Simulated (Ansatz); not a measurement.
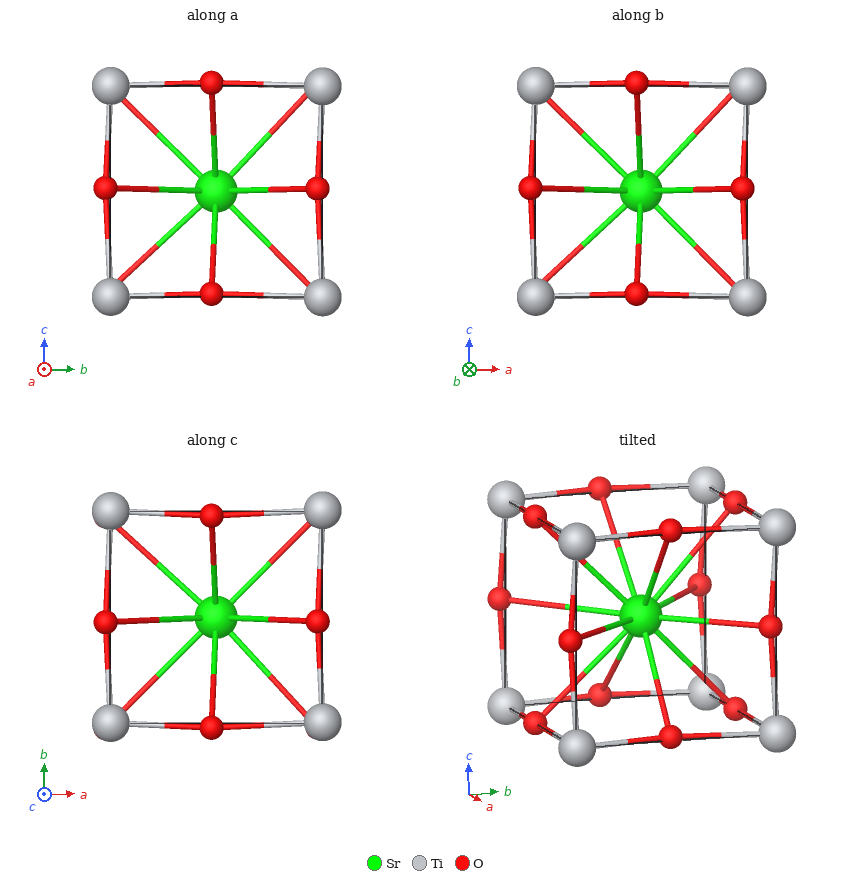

The figure gives a ball-and-stick picture of the atoms, viewed along the a axis, along the b axis, along the c axis and slightly off an axis. The unit cell is drawn as a box.

Lattice parameters: a = 3.954 Å, b = 3.954 Å, c = 3.936 Å, α = 90.13°, β = 90.13°, γ = 89.79°. Put a along x and b in the xy plane.

Question: Put the structure into a POSCAR file, with free fractional coordinates to two decimals.

Answer:
```
Sr Ti O
1.0
     3.954    0.000    0.000
     0.014    3.954    0.000
    -0.009   -0.009    3.936
Sr Ti O
1 1 3
Direct
  0.50 0.50 0.50
  0.00 0.00 0.00
  0.48 0.98 0.01
  0.98 0.48 0.01
  0.98 0.98 0.51
```

The starting point was a structure type filled with these elements by a generator (whether the compound takes this form wasn't checked). The picture shows the end point of a geometry optimisation with Ansatz 0.2.0, DFT PBE, scalar-relativistic, plane waves, PAW.
